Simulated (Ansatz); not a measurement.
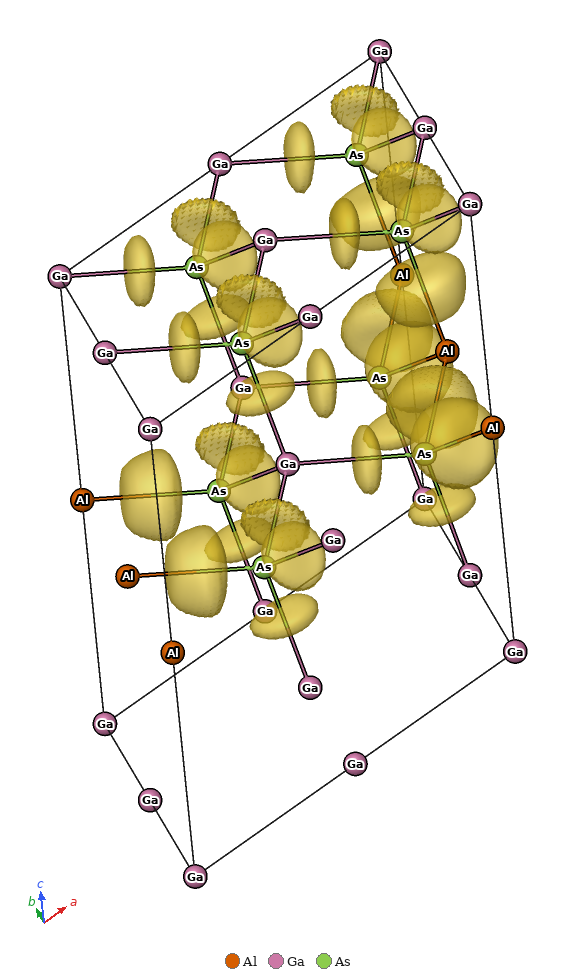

The picture shows: AlGa3As4. Isosurface of the ELF at 0.7 (yellow), seen at an oblique angle. Only the valence region is drawn (cores and ρ < 0.01 e/Å³ removed). Sticks mark near contacts.

Space group Cm; a generated structure, not necessarily the stable one.

Computed with Ansatz 0.2.0, DFT PBE, scalar-relativistic, plane waves, PAW.

In a PAW calculation such maps are meaningful between the atoms, not at the nuclei.

> What do the ELF domains correspond to?

The surface consists of eight regions between bonded Al–As atoms (shared pairs) and 24 regions between bonded As–Ga atoms (shared pairs), counted in one cell of 16 atoms. Any copies at cell faces, edges or corners count once. Along the contacts the grid gives the following. Al–As (2.48 Å): the ELF peaks at about 0.95 between the atoms (localised, covalent bonding). Ga–As (2.48 Å): the ELF peaks at about 0.80 between the atoms: a shared electron pair.

> Does the calculation give a band gap?

It is gapped, with a Kohn–Sham gap of 0.45 eV on the k-point mesh (the band edges may lie off the mesh, which would make the gap smaller).
